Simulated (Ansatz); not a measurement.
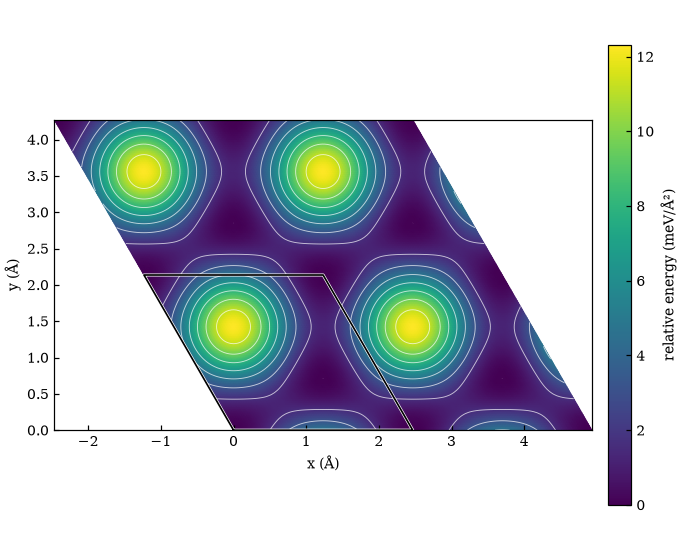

A bilayer of two C sheets of the honeycomb type, the upper one turned by 180 degrees about the normal (4 atoms in the cell). The upper layer of a bilayer is slid over the lower one; relaxed at each slide: nothing; the origin of the map has C3 above C1; the distance between the facing planes is held at 3.06 Å. Places are given modulo a cell vector. The map is drawn in real space over the plane of the slide. The scan uses a 6 × 6 grid; 7 points were computed and 29 follow by symmetry. All energies are given in meV/Å² relative to the lowest grid point. At a held distance the lowest stacking need not be the one that binds best once the distance relaxes. The calculation used DFT PBE+D3(BJ), scalar-relativistic, plane waves, PAW in Ansatz. Settings: cutoff 420 eV, k-mesh 15×15×1, gaussian smearing 0.1 eV, no spin polarisation.

The picture shows a smooth colour map with a few white contour lines, the outline of one cell of the 2 × 2 shown. Between grid points the surface is interpolated.

The lowest grid point is at (0/6, 0/6) of the cell vectors; the map holds 2 wells of about this depth. No other kind of well shows on this grid. The highest grid point, (2/6, 4/6) of the cell vectors, lies 12.3 meV/Å² above the lowest. On the interpolated surface the easiest way out of the lowest well to a well of about the same depth near (4/6, 2/6) of the cell vectors passes a barrier of about 1.2 meV/Å². Facing atoms of the upper layer at the lowest point: C above C, C above a hollow; at the highest: C above C.

The scan is repeated with relaxation at each point (the heights of all atoms); all else is set up alike. 

Q: What does this change do to the map?

A: The lowest place stays at (0/6, 0/6) of the cell vectors. The span from the lowest to the highest grid point shrinks from 12.3 to 2.5 meV/Å². The easiest pass out of the lowest well goes from about 1.2 to about 0.31 meV/Å² on the interpolated surfaces. In the new map: facing atoms of the upper layer at the lowest point: C above C, C above a hollow; at the highest: C above C. The relaxed distance between the facing planes is 3.39 Å at the lowest and 3.57 Å at the highest point.

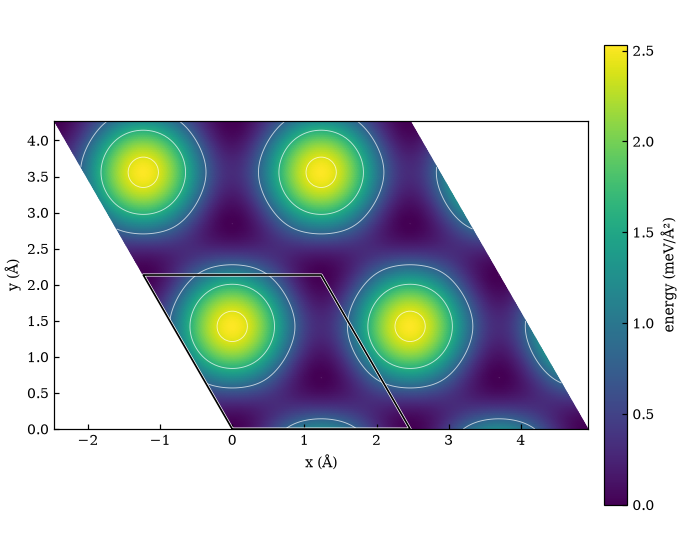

The map after the change, on a colour scale of its own. In the figure: a smooth colour map with a few white contour lines, the outline of one cell of the 2 × 2 shown. Between grid points the surface is interpolated.
